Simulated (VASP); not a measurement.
Run report: FeSi2, geometry relaxation (part 1 of 2)

The run: geometry relaxation of FeSi2 (P4/mmm, 3 atoms in the cell). Method and program: Kohn-Sham DFT of a periodic cell, r2SCAN, VASP PAW PBE potentials, recommended, no spin polarisation (VASP 6.6.1).

The structure derives from an entry of the Crystallography Open Database.

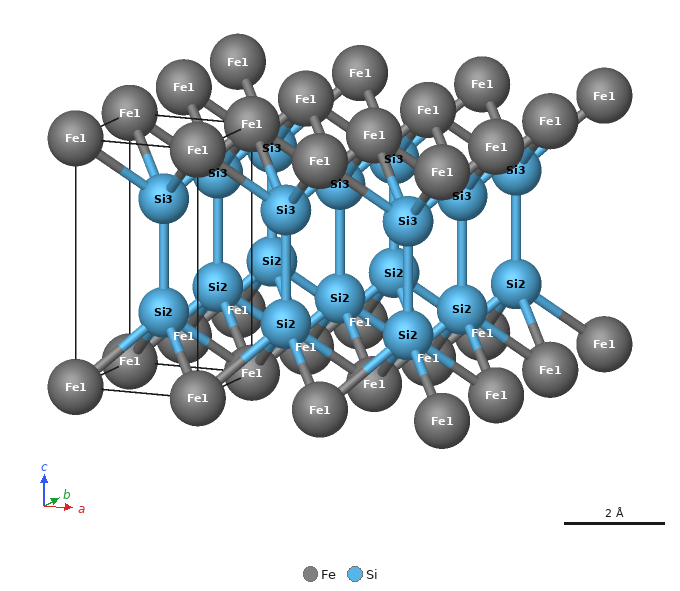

The input geometry (ball-and-stick view of the cell of the calculation, repeated 3 × 3 × 1, seen slightly off an axis; atoms are numbered from 1 in the order of the input).

Results in brief

| quantity | value |
| --- | --- |
| outcome | converged |
| space group (tolerance 0.01 Å) | P4/mmm (123) |
| electrons treated | 16 |
| free energy | −32.5596 eV |
| Fermi energy | 10.224 eV |
| gap on the k-point mesh | none (metallic) |
| pressure | 0.00 GPa |
| final volume | 36.69 Å³ |
| largest force (length of the vector) at the end | 0.001 eV/Å |
| final cell | a = 2.681 Å, b = 2.681 Å, c = 5.104 Å, α = 90.00°, β = 90.00°, γ = 90.00° |
| hardware | 1 thread of Intel Xeon (Granite Rapids), 64 GiB of memory available, shared host |
| wall time | 2.9 min |
| peak memory | 0.25 GiB |

Notes

The run has no spin polarisation, so a magnetic state may lie lower.

INCAR
```
SYSTEM = FeSi2
PREC = Accurate
ENCUT = 600
EDIFF = 1E-7
ISMEAR = 1
SIGMA = 0.1
LREAL = .False.
LASPH = .True.
NELM = 80
ALGO = Normal
ISIF = 3
LWAVE = .False.
LCHARG = .False.
METAGGA = R2SCAN
LMIXTAU = .True.
IBRION = 2
NSW = 90
EDIFFG = -0.005
```

KPOINTS
```
regular mesh
0
Gamma
  14 14 8
  0 0 0
```

POSCAR
```
FeSi2                                   
1.0
    2.6815471841      0.0000000000     -0.0000000000
    0.0000000000      2.6815471841      0.0000000000
    0.0000000000      0.0000000000      5.1029579886
  Fe              Si            
     1     2
Direct
     0.0000000000000000    0.0000000000000000    0.0000000000000000
     0.5000000000000000    0.5000000000000000    0.2714095806492158
     0.5000000000000000    0.5000000000000000    0.7285904193507843
```

Run as:
```bash
cat potpaw_PBE.64/Fe/POTCAR potpaw_PBE.64/Si/POTCAR > POTCAR
mpirun -np 1 vasp_std > vasp.out
```

OSZICAR
```
N       E                     dE             d eps       ncg     rms          rms(c)
DAV:   1     0.643159706662E+02    0.64316E+02   -0.82412E+03  4336   0.157E+03
DAV:   2    -0.310501476815E+02   -0.95366E+02   -0.87258E+02  4356   0.270E+02
DAV:   3    -0.362277009778E+02   -0.51776E+01   -0.49322E+01  5628   0.721E+01
DAV:   4    -0.363755828843E+02   -0.14788E+00   -0.14692E+00  5372   0.109E+01
DAV:   5    -0.363800580432E+02   -0.44752E-02   -0.44735E-02  5724   0.196E+00    0.193E+01
DAV:   6    -0.377307508356E+02   -0.13507E+01   -0.37584E+01  5828   0.140E+02    0.210E+01
DAV:   7    -0.325296401476E+02    0.52011E+01   -0.21910E+01  6192   0.112E+02    0.552E+00
DAV:   8    -0.325791034248E+02   -0.49463E-01   -0.85163E-01  4896   0.767E+00    0.306E+00
DAV:   9    -0.325616423592E+02    0.17461E-01   -0.28905E-01  5628   0.124E+01    0.111E+00
DAV:  10    -0.325547137468E+02    0.69286E-02   -0.29873E-02  6012   0.319E+00    0.293E-01
DAV:  11    -0.325588987799E+02   -0.41850E-02   -0.61779E-03  5044   0.142E+00    0.233E-01
DAV:  12    -0.325594227608E+02   -0.52398E-03   -0.26392E-03  5548   0.108E+00    0.481E-02
DAV:  13    -0.325595962418E+02   -0.17348E-03   -0.19450E-04  4820   0.141E-01    0.295E-02
DAV:  14    -0.325596152190E+02   -0.18977E-04   -0.91152E-05  5776   0.170E-01    0.108E-02
DAV:  15    -0.325596293722E+02   -0.14153E-04   -0.90618E-06  4912   0.399E-02    0.517E-03
DAV:  16    -0.325596298649E+02   -0.49271E-06   -0.72241E-07  5196   0.131E-02    0.225E-03
DAV:  17    -0.325596301306E+02   -0.26571E-06   -0.20094E-07  3944   0.886E-03    0.950E-04
DAV:  18    -0.325596301305E+02    0.12528E-09   -0.57149E-08  2504   0.612E-03
   1 F= -.32559630E+02 E0= -.32559595E+02  d E =-.325596E+02
       N       E                     dE             d eps       ncg     rms          rms(c)
DAV:   1    -0.325596427888E+02   -0.12658E-04   -0.34530E-04  4612   0.194E-01    0.190E-02
DAV:   2    -0.325596365725E+02    0.62162E-05   -0.12314E-05  5740   0.368E-02    0.107E-02
DAV:   3    -0.325596362939E+02    0.27863E-06   -0.83534E-06  6172   0.576E-02    0.843E-03
DAV:   4    -0.325596354832E+02    0.81070E-06   -0.30123E-06  6180   0.428E-02    0.246E-03
DAV:   5    -0.325596353587E+02    0.12452E-06   -0.28561E-07  4536   0.660E-03    0.922E-04
DAV:   6    -0.325596354002E+02   -0.41535E-07   -0.13025E-07  2992   0.424E-03
   2 F= -.32559635E+02 E0= -.32559598E+02  d E =-.526974E-05
```

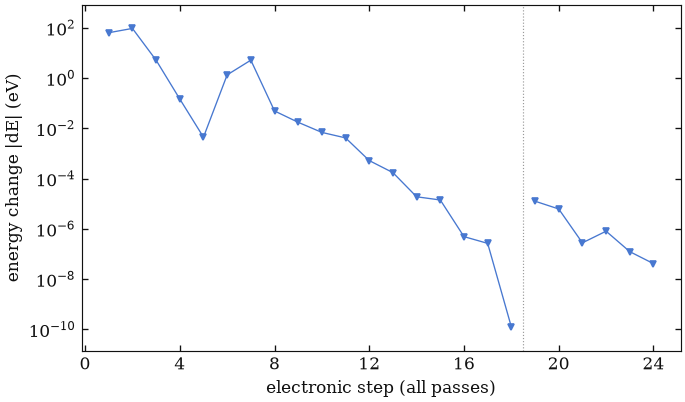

Convergence of the self-consistent field: energy change |dE| against the electronic step. Each stretch between dotted lines is the SCF of one geometry step of a relaxation. The 2 ionic steps take 6 to 18 electronic steps each. The density is held fixed in the first few steps, and dE rises again when its update begins.

Parts of OUTCAR
```
SYSTEM = FeSi2
   PREC = Accurate
   ENCUT = 600
   EDIFF = 1E-7
   ISMEAR = 1
   LREAL = .False.
   LASPH = .True.
   NELM = 80
   ISIF = 3
   METAGGA = R2SCAN
   IBRION = 2
   NSW = 90
   EDIFFG = -0.005

 ion  position               nearest neighbor table
   1  0.000  0.000  0.000-   2 2.35   3 2.35   2 2.35   3 2.35   2 2.35   3 2.35   2 2.35   3 2.35

   2  0.500  0.500  0.271-   3 2.33   1 2.35   1 2.35   1 2.35   1 2.35   3 2.77
   3  0.500  0.500  0.729-   2 2.33   1 2.35   1 2.35   1 2.35   1 2.35   2 2.77

  LATTYP: Found a simple tetragonal cell.
 ALAT       =     2.6815471841
 C/A-ratio  =     1.9029901912

  Lattice vectors:

 A1 = (   2.6815471841,   0.0000000000,   0.0000000000)
 A2 = (   0.0000000000,   2.6815471841,   0.0000000000)
 A3 = (   0.0000000000,   0.0000000000,   5.1029579886)

Analysis of symmetry for initial positions (statically):
=====================================================================
 Subroutine PRICEL returns:
 Original cell was already a primitive cell.

 Routine SETGRP: Setting up the symmetry group for a
 simple tetragonal supercell.

 Subroutine GETGRP returns: Found 16 space group operations
 (whereof 16 operations were pure point group operations)
 out of a pool of 16 trial point group operations.

The static configuration has the point symmetry D_4h.

Analysis of symmetry for dynamics (positions and initial velocities):
=====================================================================
 Subroutine PRICEL returns:
 Original cell was already a primitive cell.

 Routine SETGRP: Setting up the symmetry group for a
 simple tetragonal supercell.

 Subroutine GETGRP returns: Found 16 space group operations
 (whereof 16 operations were pure point group operations)
 out of a pool of 16 trial point group operations.

The dynamic configuration has the point symmetry D_4h.

 Subroutine INISYM returns: Found 16 space group operations
 (whereof 16 operations are pure point group operations),
 and found     1 'primitive' translations

----------------------------------------------------------------------------------------

                                     Primitive cell

  volume of cell :      36.6938

  direct lattice vectors                    reciprocal lattice vectors
     2.681547184  0.000000000  0.000000000     0.372919039  0.000000000  0.000000000
     0.000000000  2.681547184  0.000000000     0.000000000  0.372919039  0.000000000
     0.000000000  0.000000000  5.102957989     0.000000000  0.000000000  0.195964772

  length of vectors
     2.681547184  2.681547184  5.102957989     0.372919039  0.372919039  0.195964772

  position of ions in fractional coordinates (direct lattice)
     0.000000000  0.000000000  0.000000000
     0.500000000  0.500000000  0.271409581
     0.500000000  0.500000000  0.728590419

  ion indices of the primitive-cell ions
   primitive index   ion index
                 1           1
                 2           2
                 3           3

----------------------------------------------------------------------------------------

 KPOINTS: regular mesh

Automatic generation of k-mesh.
 Grid dimensions read from file:
 generate k-points for:   14   14    8

 Generating k-lattice:

  Cartesian coordinates                     Fractional coordinates (reciprocal lattice)
     0.026637074  0.000000000  0.000000000     0.071428571  0.000000000  0.000000000
     0.000000000  0.026637074  0.000000000     0.000000000  0.071428571  0.000000000
     0.000000000  0.000000000  0.024495597     0.000000000  0.000000000  0.125000000

  Length of vectors
     0.026637074  0.026637074  0.024495597

  Shift w.r.t. Gamma in fractional coordinates (k-lattice)
     0.000000000  0.000000000  0.000000000

 Subroutine IBZKPT returns following result:
 ===========================================

 Found    180 irreducible k-points:

 Following reciprocal coordinates:
            Coordinates               Weight
  0.000000  0.000000  0.000000      1.000000
  0.071429  0.000000  0.000000      4.000000
  0.142857  0.000000  0.000000      4.000000
  0.214286  0.000000  0.000000      4.000000
  0.285714  0.000000  0.000000      4.000000
  0.357143  0.000000  0.000000      4.000000
  0.428571  0.000000  0.000000      4.000000
  0.500000  0.000000  0.000000      2.000000
  0.071429  0.071429  0.000000      4.000000
  0.142857  0.071429  0.000000      8.000000
  0.214286  0.071429  0.000000      8.000000
  0.285714  0.071429  0.000000      8.000000
  0.357143  0.071429  0.000000      8.000000
  0.428571  0.071429  0.000000      8.000000
  0.500000  0.071429  0.000000      4.000000
  0.142857  0.142857  0.000000      4.000000
  0.214286  0.142857  0.000000      8.000000
  0.285714  0.142857  0.000000      8.000000
  0.357143  0.142857  0.000000      8.000000
  0.428571  0.142857  0.000000      8.000000
  0.500000  0.142857  0.000000      4.000000
  0.214286  0.214286  0.000000      4.000000
  0.285714  0.214286  0.000000      8.000000
  0.357143  0.214286  0.000000      8.000000
 [... further k-points ...]
```
